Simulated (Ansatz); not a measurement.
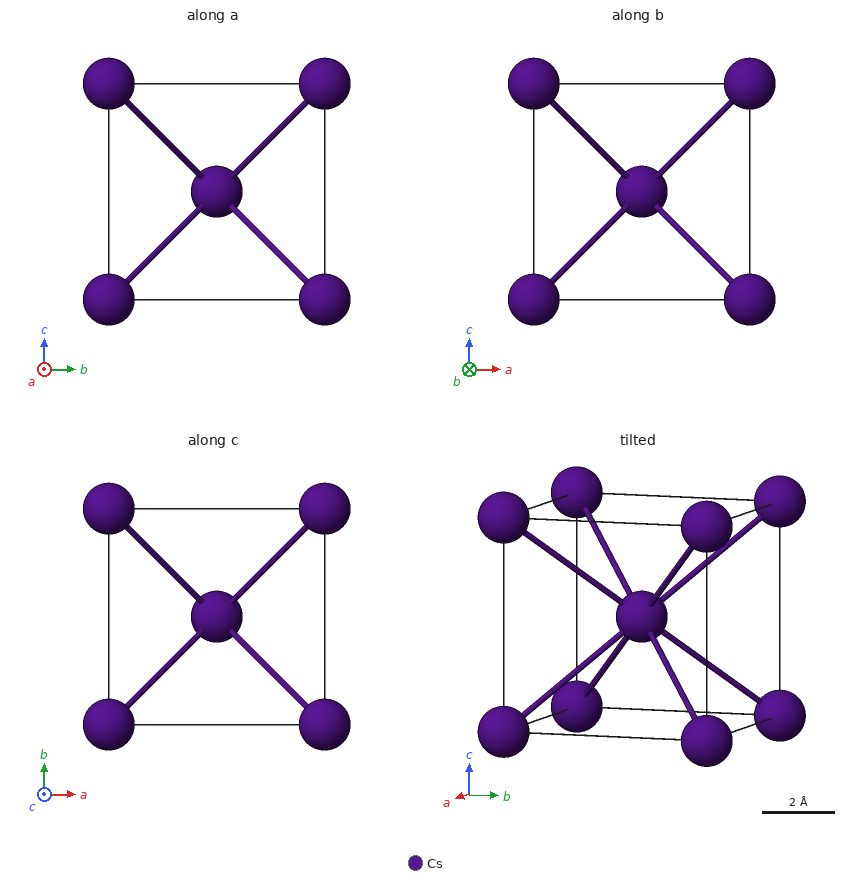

A ball-and-stick rendering, viewed along the a axis, along the b axis, along the c axis and slightly off an axis. Atoms at the boundary of the conventional unit cell (the box) are drawn once for each face, edge or corner they touch.

Lattice parameters: a = 6.0419 Å, b = 6.0419 Å, c = 6.0419 Å, α = 90.000°, β = 90.000°, γ = 90.000°.

### Give the structure in the form of a CIF with its space group and independent sites.

```cif
data_structure
_symmetry_space_group_name_H-M 'I m -3 m'
_symmetry_Int_Tables_number 229
_cell_length_a 6.0419
_cell_length_b 6.0419
_cell_length_c 6.0419
_cell_angle_alpha 90.000
_cell_angle_beta 90.000
_cell_angle_gamma 90.000
_cell_volume 220.56
loop_
_atom_site_label
_atom_site_type_symbol
_atom_site_symmetry_multiplicity
_atom_site_Wyckoff_symbol
_atom_site_fract_x
_atom_site_fract_y
_atom_site_fract_z
_atom_site_occupancy
Cs1 Cs 2 a 0.0000 0.0000 0.0000 1
```

The initial geometry was the standard structure of this element. The cell was then strained or its atoms displaced on purpose. It was run through Ansatz as a DFT input.
